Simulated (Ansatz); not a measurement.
## CdGeAs$_{2}$: band-structure calculation (part 2 of 2)

The same run, continued: CdGeAs$_{2}$ (8 atoms in the cell); DFT LDA, scalar-relativistic, plane waves, PAW, no spin polarisation (Ansatz 0.2.0); cutoff 420 eV, 8×8×8 k-mesh, Gaussian smearing of 0.01 eV. The structure derives from a Materials Project entry.

## Output, continued
```
  k-point 58: bands = ["-94.3367", "-94.3367", "-55.4906", "-55.4906", "-55.4648", "-55.4648", "-55.4646", "-55.4646", "-27.7467", "-27.7467", "-27.7463", "-27.7463", "-27.7453", "-27.7453", "-27.7449", "-27.7449", "-27.6841", "-27.6841", "-27.6838", "-27.6838", "-27.6559", "-27.6559", "-27.6552", "-27.6552", "-27.6419", "-27.6419", "-27.6418", "-27.6418", "-17.2302", "-17.2302", "-17.2278", "-17.2278", "-17.2232", "-17.2232", "-17.2089", "-17.2089", "-17.2059", "-17.2059", "-4.2167", "-4.2167", "-2.9657", "-2.9657", "-0.7817", "-0.7817", "-0.5360", "-0.5360", "-0.4853", "-0.4853", "-0.4246", "-0.4246", "-0.3365", "-0.3365", "0.5099", "0.5099", "4.1085", "4.1085", "4.4730", "4.4730", "5.4408", "5.4408", "5.9216", "5.9216", "6.7412", "6.7412", "8.9664", "8.9664", "9.2471", "9.2471", "10.2378", "10.2378", "10.5571", "10.5571", "13.3506", "13.3506", "13.6123", "13.6123", "14.6672", "14.6672", "15.9146", "15.9146", "16.9168", "16.9168", "16.9869", "16.9869"]
--- Löwdin populations: 8 sites ---
  site symbol       q [e]
     0     Cd     18.8362
     1     Cd     18.8362
     2     Ge     13.7645
     3     Ge     13.7645
     4     As     15.5567
     5     As     15.5567
     6     As     15.5567
     7     As     15.5567
  spilling = 0.004469 (of n_electrons = 128.000000)
--- Bader charges: 8 sites ---
  site symbol  charge [e]  shift [e]
     0     Cd      0.3954     0.0013
     1     Cd      0.3953     0.0013
     2     Ge      0.4243     0.0003
     3     Ge      0.4243     0.0003
     4     As     -0.4098     0.0008
     5     As     -0.4098     0.0008
     6     As     -0.4098     0.0008
     7     As     -0.4098     0.0008
  estimated error of the sums over rays = 4.3e-4 e
```

## File bader_charges.tsv
```
# site	symbol	x_ang	y_ang	z_ang	partial_charge_e	electrons	volume_ang3	relative_density_drop	shared_charge_e	partial_wave_shift_e
# quadrature_error_electrons = 4.3e-4
0	Cd	3.0242	0.0000	2.8710	0.39535	47.60465	25.18	-	0.39535	0.00127
1	Cd	0.0000	0.0000	5.7420	0.39534	47.60466	25.18	-	0.39534	0.00127
2	Ge	0.0000	0.0000	0.0000	0.42431	31.57569	21.21	-	0.42431	0.00029
3	Ge	0.0000	3.0242	2.8710	0.42427	31.57573	21.21	-	0.42427	0.00029
4	As	1.3503	4.5363	1.4355	-0.40981	33.40981	29.32	-	-0.40981	0.00078
5	As	1.5121	1.6738	4.3065	-0.40983	33.40983	29.32	-	-0.40983	0.00078
6	As	1.6738	-1.5121	7.1775	-0.40981	33.40981	29.32	-	-0.40981	0.00078
7	As	1.5121	1.3503	-1.4355	-0.40983	33.40983	29.32	-	-0.40983	0.00078
```

## File populations.tsv
```
# site	symbol	l	j	q
# orbitals = lowdin
# n_electrons = 128.000000
# spilling = 0.004469
0	Cd	0_4S	-	1.993987
0	Cd	0_5S	-	0.884120
0	Cd	1_4P	-	5.997356
0	Cd	2_4D	-	9.960714
1	Cd	0_4S	-	1.993987
1	Cd	0_5S	-	0.884120
1	Cd	1_4P	-	5.997356
1	Cd	2_4D	-	9.960714
2	Ge	0_4S	-	1.411592
2	Ge	1_4P	-	2.354994
2	Ge	2_3D	-	9.997913
3	Ge	0_4S	-	1.411592
3	Ge	1_4P	-	2.354994
3	Ge	2_3D	-	9.997913
4	As	0_4S	-	1.729528
4	As	1_4P	-	3.828425
4	As	2_3D	-	9.998712
5	As	0_4S	-	1.729528
5	As	1_4P	-	3.828425
5	As	2_3D	-	9.998712
6	As	0_4S	-	1.729528
6	As	1_4P	-	3.828425
6	As	2_3D	-	9.998712
7	As	0_4S	-	1.729528
7	As	1_4P	-	3.828425
7	As	2_3D	-	9.998712
```

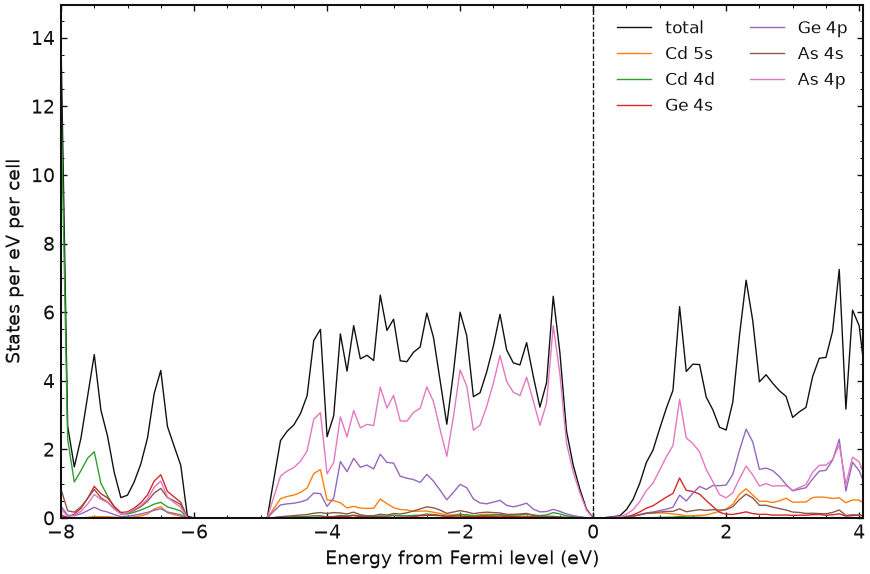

**Figure 1.** Density of states (projected on Löwdin-orthogonalised atomic shells), with energies from the Fermi level.

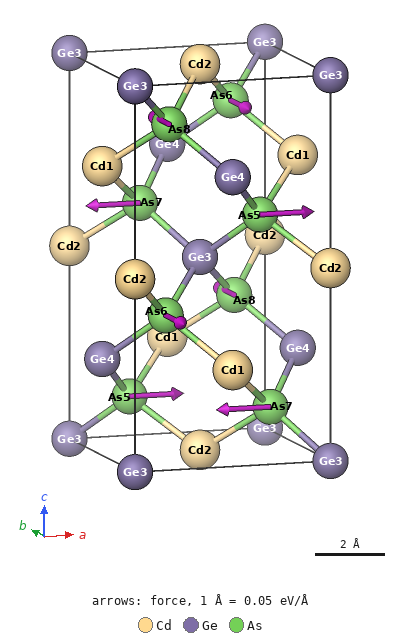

**Figure 2.** Forces on the atoms as pink arrows (ball-and-stick view of the cell 2 times as large as that of the calculation, set on its symmetry axes, seen slightly off an axis; atoms are numbered from 1 in the order of the input). The largest act on all 4 As atoms (0.08 eV/Å). The geometry is not a stationary point of this energy.

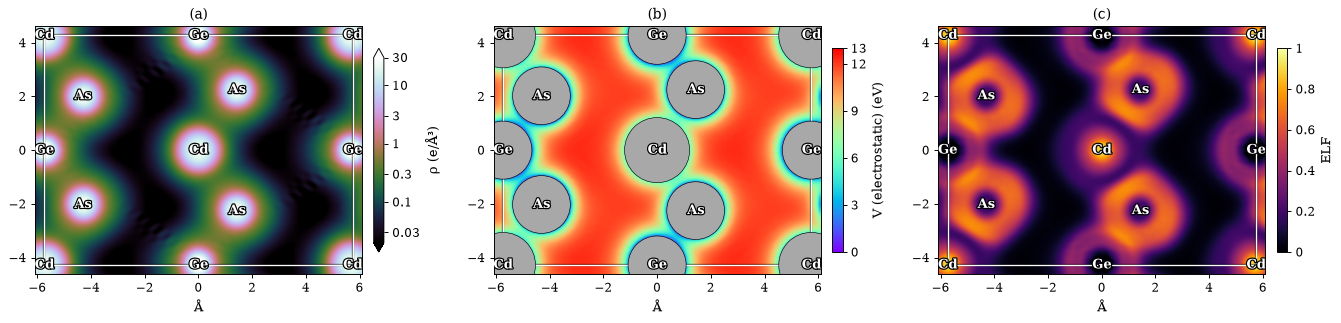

**Figure 3.** (a) valence pseudo-density; (b) electrostatic potential energy of an electron; (c) electron localisation function on the (110) plane of the conventional cell. Grey discs, where drawn, cover atomic cores. Atoms in the plane: Cd, Ge and As. Cd–As (2.67 Å): the density is about 0.36 e/Å³ at the midpoint; the ELF peaks at about 0.75 in the valence shell of As, 1.0 Å from its nucleus, and drops to about 0.20 between the two atoms. Away from the nuclei the density in this plane falls to 0.007 e/Å³ at its lowest. The strong features right at Cd lie inside the PAW spheres (semicore, d or f shells) and say nothing about bonding. Outside the cores the potential energy rises away from the atoms and is highest about 2.4 Å from the nearest atoms; outside the discs it spans about 11 eV, and its zero is arbitrary. Core electrons are frozen (PAW), so the fields are smoothed inside the atomic spheres.

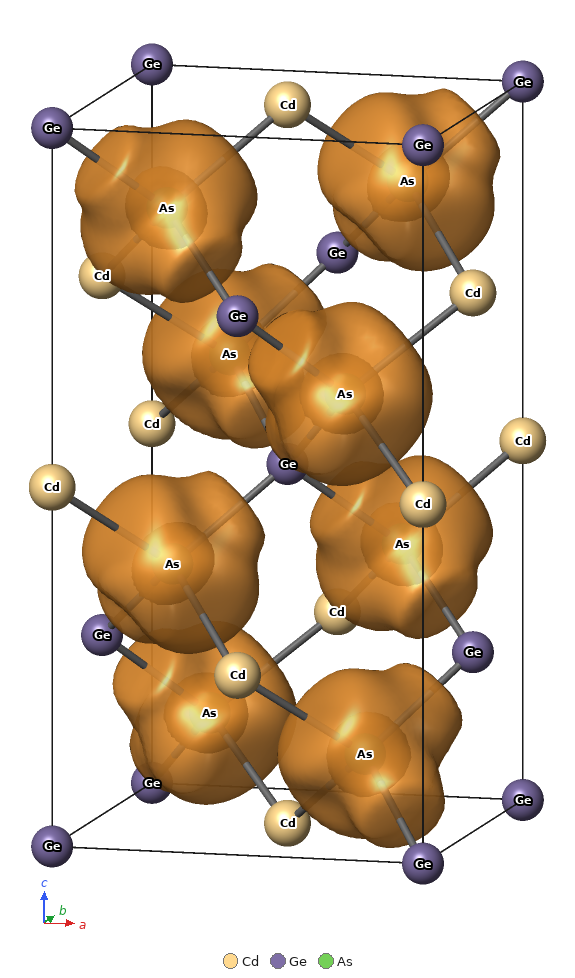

**Figure 4.** Isosurface of the ELF at 0.55 (orange), seen slightly off an axis. Core shells and regions of very low density are left out. Sticks mark near contacts. The outline is the cell set on symmetry axes. Cd–As (2.67 Å): the ELF peaks at about 0.75 in the valence shell of As, 0.9 Å from its nucleus, and drops to about 0.20 between the two atoms.

The run was set up as follows.

## The input
```yaml
crystal:
  lattice:
    - [-3.0241679118, 3.0241679118, 5.7419814829]
    - [3.0241679118, -3.0241679118, 5.7419814829]
    - [3.0241679118, 3.0241679118, -5.7419814829]
  atoms:
    - { symbol: Cd, position: [0.25, 0.75, 0.5] }
    - { symbol: Cd, position: [0.5, 0.5, 0.0] }
    - { symbol: Ge, position: [0.0, 0.0, 0.0] }
    - { symbol: Ge, position: [0.75, 0.25, 0.5] }
    - { symbol: As, position: [0.875, 0.3482587038, 0.9732587038] }
    - { symbol: As, position: [0.6517412962, 0.625, 0.5267412962] }
    - { symbol: As, position: [0.375, 0.9017412962, 0.0267412962] }
    - { symbol: As, position: [0.0982587038, 0.125, 0.4732587038] }
basis:
  ecutwfc: 420
kpoints:
  mp_grid: { grid: [8, 8, 8] }
  band_path:
    path:
      - [[0.0, 0.0, 0.0], [0.0, 0.0, 0.5], [0.25, 0.25, 0.25], [0.0, 0.5, 0.0], [0.0, 0.0, 0.0], [0.5, 0.5, -0.5], [0.31934709, 0.68065291, -0.31934709]]
      - [[-0.31934709, 0.31934709, 0.31934709], [0.0, 0.0, 0.0]]
      - [[0.0, 0.0, 0.5], [-0.13869418, 0.13869418, 0.5]]
      - [[0.5, 0.5, -0.13869418], [0.5, 0.5, -0.5]]
    npoints: 14
hamiltonian:
  xc: lda
scf:
  occupations: { method: gaussian, width: 0.01 }
  n_extra_bands: 20
output:
  forces: true
  stress: true
  eigenvalues: true
  populations: true
  dos: { projected: true, de: 0.02, nscf_kmesh: { grid: [12, 12, 12] } }
  bader: true
  write_density: true
  write_potential: true
  elf: true
  volumetric_format: npy
```

Launch command:
```bash
ansatz run input.yaml --threads 2 --pin off --max-ram 5120MiB --backend cpu --events-out ev --progress --plain --runs-dir out
```

## Summary

```csv
quantity,value
outcome,converged
space group (tolerance 0.01 Å),I-42d (122)
electrons treated,128
free energy,−43762.0717 eV
Fermi energy,7.711 eV
gap on the k-point mesh,0.12 eV
gap on the band path,0.03 eV
pressure,−4.41 GPa
largest force (length of the vector),0.085 eV/Å
hardware,"2 threads of Arm Neoverse V1, 24 GiB of memory available, shared host"
wall time,5.9 min (CPU time 12 min)
peak memory,1.8 GiB
```
